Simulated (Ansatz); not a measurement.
# Run report: Hf₅N₄, single-point calculation (part 1 of 2)

System: Hf₅N₄ (slab, 9 atoms in the cell).
Method: DFT PBEsol, scalar-relativistic, plane waves, PAW, no spin polarisation (Ansatz 0.2.0).

It belongs to a series of runs on one base structure; here: (1 1 1) slab cut from the bulk. Figures and captions count atoms from 1; the log counts them from 0 in places.

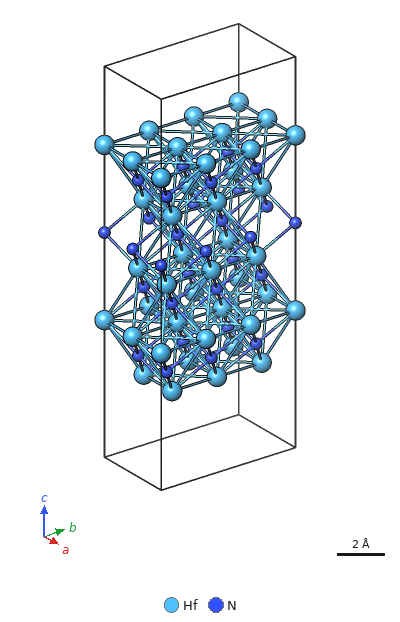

The structure as given in the input (ball-and-stick view of the 2 × 3 repeat of the cell, with the vacuum cut short, seen slightly off an axis). Near neighbours in the crystal (not all of them lie inside the picture): Hf has 9 Hf at 3.18 Å and 3 N at 2.25 Å; N has 6 Hf at 2.25 Å; Hf has 12 Hf at 3.18 Å and 6 N at 2.25 Å.

Input:
```yaml
crystal:
  lattice:
    - [3.1830776067, 0.0, 0.0]
    - [-1.5915388034, 2.7566260697, 0.0]
    - [0.0, 0.0, 25.3958879309]
  atoms:
    - { symbol: Hf, position: [0.3333333333, 0.6666666667, 0.2953234012] }
    - { symbol: "N", position: [0.6666666667, 0.3333333333, 0.3464925509] }
    - { symbol: Hf, position: [0.0, 0.0, 0.3976617006] }
    - { symbol: "N", position: [0.3333333333, 0.6666666667, 0.4488308503] }
    - { symbol: Hf, position: [0.6666666667, 0.3333333333, 0.5] }
    - { symbol: "N", position: [0.0, 0.0, 0.5511691497] }
    - { symbol: Hf, position: [0.3333333333, 0.6666666667, 0.6023382994] }
    - { symbol: "N", position: [0.6666666667, 0.3333333333, 0.6535074491] }
    - { symbol: Hf, position: [0.0, 0.0, 0.7046765988] }
basis:
  ecutwfc: 420
kpoints:
  mp_grid: { grid: [12, 12, 1] }
hamiltonian:
  xc: pbesol
scf:
  occupations: { method: gaussian, width: 0.1 }
output:
  forces: true
  eigenvalues: true
  write_density: true
  write_potential: true
  elf: true
  volumetric_format: npy
efield:
  axis: 3
  dipole_correction: true
  ramp_width: 0.04
```

Hardware: 2 threads of AMD EPYC (Zen 3), 64 GiB of memory available, shared host.

Launched with:
```bash
ansatz run input.yaml --threads 2 --pin off --max-ram 4096MiB --backend cpu --events-out ev --progress --plain --runs-dir out
```

What the program printed:
```
Engine: ansatz 0.2.0, x86_64-unknown-linux-gnu
Pseudopotentials: kind: paw
Pseudopotential: Hf, paw, valence charge 26, recommended cutoff 420 eV (normal), Hf.paw.azcp
Pseudopotential: N, paw, valence charge 5, recommended cutoff 420 eV (normal), N.paw.azcp
Functional definition: PBEsol
  exchange = pbesol_x
  correlation = pbesol_c
Crystal: 9 atoms, lattice volume = 222.838 Å³
Basis set: ecut = 420 eV, 4393 PW (Γ), exchange–correlation on 48×48×360 points (8 copies of the dense FFT grid, shifted against one another)
Bands: 90, of which v1, the nominal top of the filled ones, is band 75 counted from 1 (74 counted from 0)
Symmetry: 6 space group operations
k-points: 19 of 144 (time reversal used)
Non-local potential: Hf, projectors of the file, l = 0: 3, l = 1: 2, l = 2: 2, l = 3: 3
Non-local potential: N, projectors of the file, l = 0: 2, l = 1: 2, l = 2: 1
PAW form: soft (Blöchl's): semilocal exchange-correlation on the pseudo side does not see the compensation charge
PAW frozen core: Hf, regenerated for the run's functional, and the local potential with it (the file was generated under x = pbe(κ = 0.804, μ = 0.2195149727645171), c = pbe(β = 0.06672455060314922))
PAW frozen core: N, regenerated for the run's functional, and the local potential with it (the file was generated under x = pbe(κ = 0.804, μ = 0.2195149727645171), c = pbe(β = 0.06672455060314922))
PAW one-centre angular grid: Hf, 590 points (default); XC on 64 Gauss nodes
PAW one-centre angular grid: N, 110 points (default); XC on 64 Gauss nodes
Initial density: superposition of atomic densities (neutral atoms: chi_scale 0, normalization atom), corrected by the library's trained network
Initial wavefunctions: pseudopotential atomic-orbital guess
Functional: x = pbesol(κ = 0.804, μ = 0.12345679012345678), c = pbesol(β = 0.046)
SCF iter   1: F=—  HF=-79516.707000 eV  |F-HF|=—  |Δ(HF+E_count)|=         —  Δρ=7.27e-3  dr2=2.49e0  ethr=1.77e-3  p=0.000 e·Å  D=2.56e-13 V/Å  ΔV_dip=-0.00 eV  dr2_dipole=7.02e-7  V_vac-E_F(+/−)=5.25/5.25 eV  ⟨swp⟩=6.6  Hψ=6632  notcnv=0  defer=22
efield: sawtooth ramp at fractional position 0.9800 (placed from the atoms, in the widest stretch of the axis that holds none; the zero of the levels goes with the place), width 0.0400; the density the first Hamiltonian is built on has a dipole p = 0.000 e·Å; the dipole correction subtracts the counter field D = 2.56e-13 V/Å, which shifts the + side's vacuum level by -0.00 eV against the − side's; the planar-averaged density in the ramp window peaks in size at 6.1e-5 e/Å³
preconditioner: auto → LDOS  [metal: Δε(μ)=0.006 eV  Ē_g=17.714 eV  σ=0.100 eV  W_gap=0.03  n_scr=74 (ndim 8)  ℏωp=29.4 eV  f_vac=0.453  D(μ)=7.00/eV (n_scr^D=48)  β→1.0]
SCF iter   2: F=—  HF=-79516.625501 eV  |F-HF|=—  |Δ(HF+E_count)|=   8.15e-2  Δρ=3.65e-3  dr2=4.30e-2  ethr=1.66e-3  p=0.000 e·Å  D=7.76e-5 V/Å  ΔV_dip=-0.00 eV  dr2_dipole=8.82e-5  V_vac-E_F(+/−)=4.68/4.69 eV  ⟨swp⟩=2.0  Hψ=2123  notcnv=0  defer=143
SCF iter   3: F=—  HF=-79516.627951 eV  |F-HF|=—  |Δ(HF+E_count)|=   2.45e-3  Δρ=1.85e-3  dr2=1.80e-2  ethr=2.87e-5  p=0.000 e·Å  D=1.95e-5 V/Å  ΔV_dip=-0.00 eV  dr2_dipole=6.00e-6  V_vac-E_F(+/−)=4.67/4.67 eV  ⟨swp⟩=2.3  Hψ=3105  notcnv=0  defer=143
SCF iter   4: F=—  HF=-79516.625196 eV  |F-HF|=—  |Δ(HF+E_count)|=   2.76e-3  Δρ=5.41e-4  dr2=1.30e-3  ethr=1.20e-5  p=0.000 e·Å  D=1.58e-5 V/Å  ΔV_dip=-0.00 eV  dr2_dipole=1.92e-6  V_vac-E_F(+/−)=4.62/4.62 eV  ⟨swp⟩=2.3  Hψ=2974  notcnv=0  defer=143
SCF iter   5: F=—  HF=-79516.624913 eV  |F-HF|=—  |Δ(HF+E_count)|=   2.83e-4  Δρ=2.38e-4  dr2=4.50e-4  ethr=8.68e-7  p=0.000 e·Å  D=6.36e-6 V/Å  ΔV_dip=-0.00 eV  dr2_dipole=7.48e-8  V_vac-E_F(+/−)=4.60/4.60 eV  ⟨swp⟩=3.0  Hψ=3554  notcnv=0  defer=143
SCF iter   6: F=—  HF=-79516.624858 eV  |F-HF|=—  |Δ(HF+E_count)|=   5.53e-5  Δρ=1.24e-4  dr2=8.44e-5  ethr=3.00e-7  p=0.000 e·Å  D=3.78e-6 V/Å  ΔV_dip=-0.00 eV  dr2_dipole=1.07e-9  V_vac-E_F(+/−)=4.59/4.59 eV  ⟨swp⟩=2.1  Hψ=2503  notcnv=0  defer=143
SCF iter   7: F=—  HF=-79516.624679 eV  |F-HF|=—  |Δ(HF+E_count)|=   1.79e-4  Δρ=4.26e-5  dr2=1.12e-5  ethr=5.63e-8  p=0.000 e·Å  D=1.11e-6 V/Å  ΔV_dip=-0.00 eV  dr2_dipole=2.92e-10  V_vac-E_F(+/−)=4.57/4.57 eV  ⟨swp⟩=2.4  Hψ=2827  notcnv=0  defer=142
SCF iter   8: F=—  HF=-79516.624680 eV  |F-HF|=—  |Δ(HF+E_count)|=   1.46e-6  Δρ=1.86e-5  dr2=2.70e-6  ethr=7.46e-9  p=0.000 e·Å  D=9.36e-8 V/Å  ΔV_dip=-0.00 eV  dr2_dipole=1.67e-9  V_vac-E_F(+/−)=4.57/4.57 eV  ⟨swp⟩=2.5  Hψ=2939  notcnv=0  defer=142
SCF iter   9: F=—  HF=-79516.624681 eV  |F-HF|=—  |Δ(HF+E_count)|=   3.86e-7  Δρ=7.58e-6  dr2=4.62e-7  ethr=1.80e-9  p=-0.000 e·Å  D=-3.36e-8 V/Å  ΔV_dip=0.00 eV  dr2_dipole=3.55e-10  V_vac-E_F(+/−)=4.57/4.57 eV  ⟨swp⟩=2.8  Hψ=3457  notcnv=0  defer=142
SCF iter  10: F=-79516.624681 eV  HF=-79516.624681 eV  |F-HF|=1.35e-8  |Δ(HF+E_count)|=   1.13e-7  Δρ=3.74e-6  dr2=7.63e-8  ethr=6.67e-11  p=-0.000 e·Å  D=-5.23e-9 V/Å  ΔV_dip=0.00 eV  dr2_dipole=6.15e-11  V_vac-E_F(+/−)=4.56/4.56 eV  ⟨swp⟩=21.9  Hψ=19250  notcnv=0
SCF 1 converged in 10 iterations: F = -79516.624681 eV  dr2 = 7.63e-8
  greatest PAW one-centre occupation: 0.998 electrons in one spin orbital (limit 2), on the Hf atom at site 8 (counted from 0), in its partial waves of l = 3
```

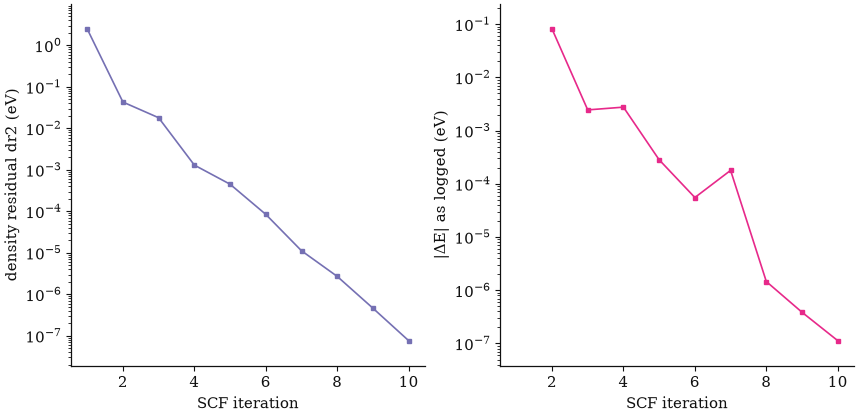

Convergence of the self-consistent field: density residual dr2 and size of the energy change against the SCF iteration. The residual falls at every step.

```
WARN: The output density's exchange-correlation potential varies sharply where the density is thin. Do not read a vacuum level from v_tot or v_xc, or from such a field of the output density. On a cell that repeats whose density bears no net charge and no dipole along the vacuum's axis use v_es (v_loc + v_h of the components); under efield.dipole_correction with no amplitude use v_es + v_field, which holds any external_charges[].barrier, or the levels of the report's work_function block, which leave it out; under a non-zero efield.amplitude the vacuum is tilted and has no level; on a cell that repeats and bears such a dipole with no correction it is tilted too, and efield.dipole_correction with no amplitude gives each side of its ramp a level where efield: is served; in a cell that repeats whose density bears a net charge (total_charge, or a fill off its count) it is curved and has none; of a slab under crystal.periodic whose density bears no net charge use v_es, which has a level on each side, short of where the two are joined; of another it falls or rises all the way out and has none; of a slab beside external_charges read slab_vacuum_level instead, which it has where they leave it neutral. The grid or the basis barely resolves most such structure, and the values can differ between equally converged runs; as a rule a tighter scf.convergence.dr2_threshold does not remove it. Where the density itself ripples (under the LDA too) a higher basis.ecutwfc lessens it. The files hold the spikes' plane waves up to the density's cutoff. Files: v_tot_of_output_density and the like, and their columns of v_z.tsv (output.write_potential); v_xc_of_output_density and the like, and their columns of v_comp_z.tsv (output.write_potential_components). Measured: with its Gaussian average of σ = 0.25 Å subtracted twice, the exchange-correlation potential is over 0.1 eV at 262 of the grid points where the equally averaged density (valence and model cores) is under 1e-3 e/Å³, and 0.429 eV at the most among them, at an averaged density of 1.1e-7 e/Å³. The input density's (outcome.potential() and, of a run that writes arrays, v_tot and v_xc) is over 0.1 eV, so measured, at 426 points of its own thin density, 0.232 eV at the most. See output.write_potential in the manual, Limitations
SCF converged after 10 iterations
Free energy (F): -79516.624681 eV
Harris-Foulkes:  -79516.624681 eV  (|F-HF|=1.35e-8)
Internal energy: -79516.582098 eV  (E = F + TS)
E sigma→0 (E₀):  -79516.603389 eV
Entropy (-TS):   -0.042583 eV (-4.731 meV/atom)
Fermi energy:    9.635886 eV
Dipole field:    D = -0.000010 V/Å  (p = -0.000012 e·Å, saw-weighted, corrected)
Work function:   Φ+ = 4.5642 eV   Φ− = 4.5640 eV
Levels:          The Fermi level and band energies are counted from a zero that moves with the ramp; work functions are not
--- Per-component energies (eV) ---
  E_band       = -1257.614769
  E_kinetic    = 2646.475445
  E_local      = -278100.515578  (includes V_loc(G=0)·N_el)
  E_nonlocal   = -6009.848326
  E_hartree    = 137409.727573
  E_xc         = -1729.829045
  E_vxc        = -1638.806415  (∫ρ·V_xc dr)
  E_paw        = -34524.478292  (= ΣΔE_a)
  E_vpaw       = 7025.748519  (= ΣTr[D̂ρ^β])
  E_aug_tail   = 0.000369  (compensation charges beyond the density's cutoff)
  E_efield     = 0.000000  (sawtooth field / dipole correction)
  E_vefield    = 0.000000  (∫n·V_field dr)
  E_ewald      = 100785.517903
  E_core_change = 6.367853  (= ΣΔE_core)
  E_smearing   = -0.042583  (= −TS)
  E_closure    = 0.000000  (closes the sum)
  Σ components = -79516.624681   (vs F -79516.624681, Δ=0.00e0)
--- Forces (eV/Å), atoms counted from 1 ---
  atom   1  Hf     0.00000000     0.00000000     0.44000737
  atom   2  N     -0.00000000    -0.00000000     0.08796480
  atom   3  Hf     0.00000000     0.00000000    -0.75601094
  atom   4  N     -0.00000000    -0.00000000     0.03275016
  atom   5  Hf     0.00000000     0.00000000    -0.00000052
  atom   6  N      0.00000000     0.00000000    -0.03275030
  atom   7  Hf    -0.00000000    -0.00000000     0.75601279
  atom   8  N     -0.00000000     0.00000000    -0.08796297
  atom   9  Hf    -0.00000000    -0.00000000    -0.44000734
  max |Σ_I F_I| component: 3.03e-6 eV/Å
--- Band table (eV; the first three rows and the last of 19) ---
  k-point 0: bands = ["-53.0164", "-52.9175", "-52.9121", "-52.7087", "-52.7086", "-22.3073", "-22.0291", "-21.7668", "-21.5038", "-21.5038", "-21.4780", "-21.3976", "-21.3976", "-21.3879", "-21.3879", "-21.3775", "-21.0343", "-21.0343", "-21.0343", "-21.0343", "-7.6339", "-6.9418", "-6.1301", "-5.5047", "-2.9548", "-2.9536", "-2.9536", "-2.9296", "-2.8941", "-2.8941", "-2.8562", "-2.8529", "-2.8529", "-2.8517", "-2.8347", "-2.8347", "-2.8340", "-2.8296", "-2.7938", "-2.7938", "-2.7867", "-2.7867", "-2.7739", "-2.7579", "-2.7579", "-2.6735", "-2.6597", "-2.6517", "-2.6517", "-2.6514", "-2.6514", "-2.6396", "-2.6396", "-2.6395", "-2.6395", "-2.6189", "-2.5996", "-2.5419", "-2.5419", "1.0537", "2.1417", "3.5998", "3.5998", "3.6189", "4.2925", "4.2925", "5.2373", "5.2373", "5.3473", "6.2199", "6.2199", "7.9413", "8.2731", "9.4041", "9.5243", "9.5243", "9.7117", "10.1974", "10.3533", "10.3533", "11.0054", "11.2899", "11.2899", "11.8355", "11.9326", "11.9326", "12.2755", "12.2755", "12.6116", "13.0760"]
```
